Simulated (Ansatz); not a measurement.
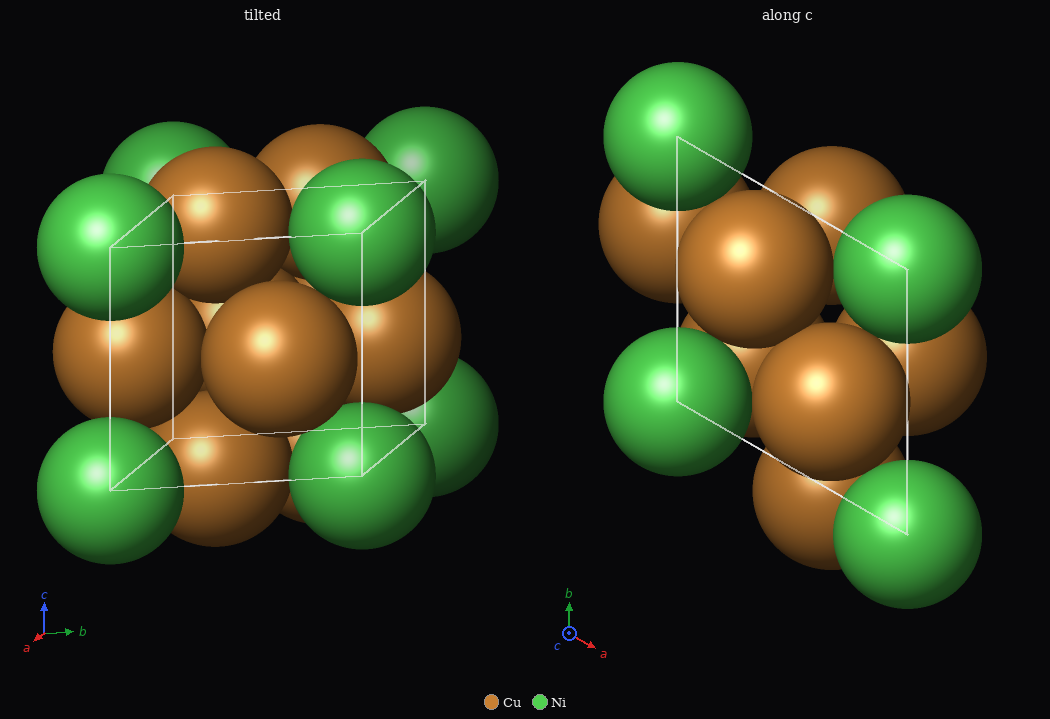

We look at a space-filling model of the crystal slightly off an axis and along the c axis. One conventional unit cell is framed, with atoms on its boundary repeated. Cell: a = 4.41 Å, b = 4.41 Å, c = 4.19 Å, α = 90.00°, β = 90.00°, γ = 120.00°.

The model was built from a structure type filled with these elements by a generator (whether the compound takes this form wasn't checked). Earlier steps of the study, as a rule a relaxation of our own, may have changed the cell and positions, so they can lie some per cent off the listed ones. It was run through Ansatz as a DFT input.

Q: Give a description of the structure.

A: The stoichiometry is Cu5Ni. Space group: P-62m (No. 189). Lattice: primitive hexagonal. In the cell are 5 Cu, 1 Ni, which makes 1 formula unit. Ni sits among twelve Cu in an anticuboctahedral arrangement at about 2.5 Å. Cu takes two kinds of site: 3g with ten Cu and two Ni in an anticuboctahedral arrangement (about 2.6 Å to Cu, 2.5 Å to Ni); 2c with nine Cu and three Ni in an anticuboctahedral arrangement (about 2.6 Å to Cu, 2.5 Å to Ni).

The calculation used DFT PBE, scalar-relativistic, plane waves, PAW in Ansatz 0.2.0, with a kinetic-energy cutoff of 420 eV, a 12×12×10 grid in reciprocal space, Gaussian smearing of 0.1 eV, no spin polarisation (a spin-restricted run, not always the ground state).

Q: What does the calculation say: metal or gapped?

A: A metal: bands cross the Fermi level.

Q: State the Bader charges by element.

A: Cu +0.01 e; Ni -0.07 e.

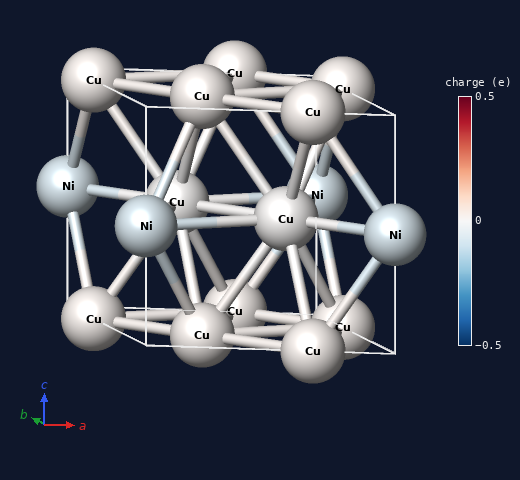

The atoms coloured by those charges. The run's cell of 6 atoms is drawn, so axes and origin can differ from the first picture.

Q: Is this an equilibrium geometry for the method given?

A: Yes. All forces vanish to within 0.01 eV/Å. The pressure is 0.0 GPa, close to zero.
